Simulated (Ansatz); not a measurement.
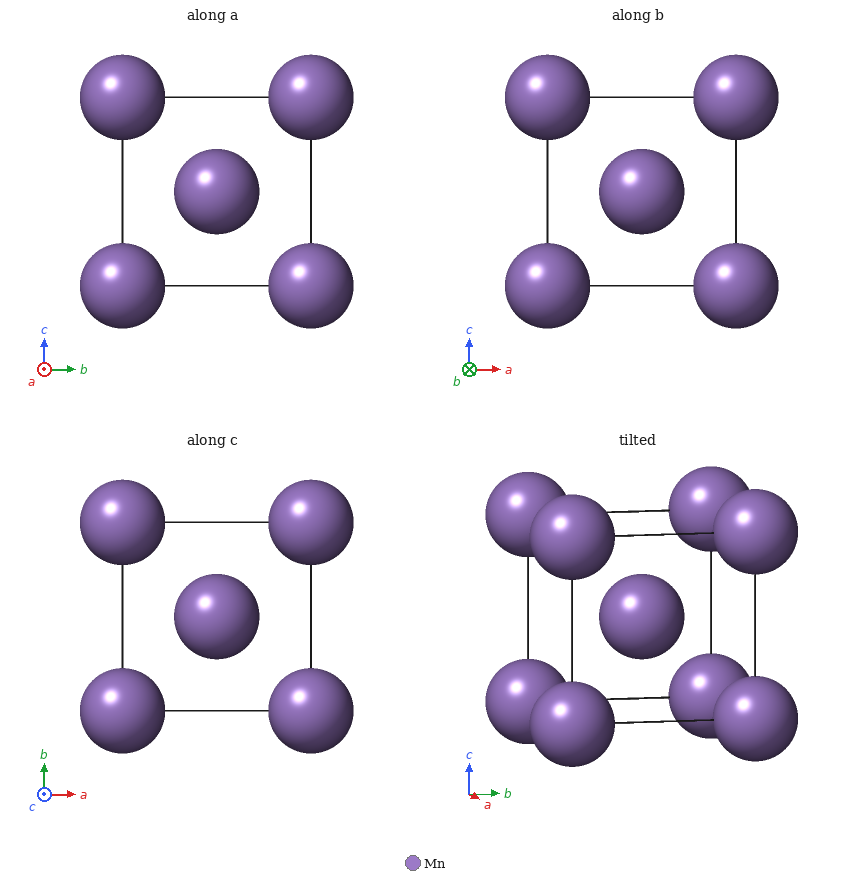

Spheres-only drawing of the structure, looking along the a axis, along the b axis, along the c axis and slightly off an axis. The frame is the conventional unit cell; atoms at its boundary are shown with their periodic copies.

Lattice parameters: a = 2.877 Å, b = 2.877 Å, c = 2.877 Å, α = 90.00°, β = 90.00°, γ = 90.00°.

Q: Convert the drawing into a table of Wyckoff sites.

A: Space group Im-3m (No. 229).
```json
{"atom": "Mn", "site": "2a", "x": "0.0000", "y": "0.0000", "z": "0.0000"}
```

The starting point was a structure type filled with this element by a generator (whether the element takes this form wasn't checked). Earlier steps of the study may have refined or changed the cell and positions. A calculation with Ansatz used it as input.

At this level of theory the cell isn't at rest (stretched, at -17 GPa), so its distances can differ from those at equilibrium, the more so the softer the solid.
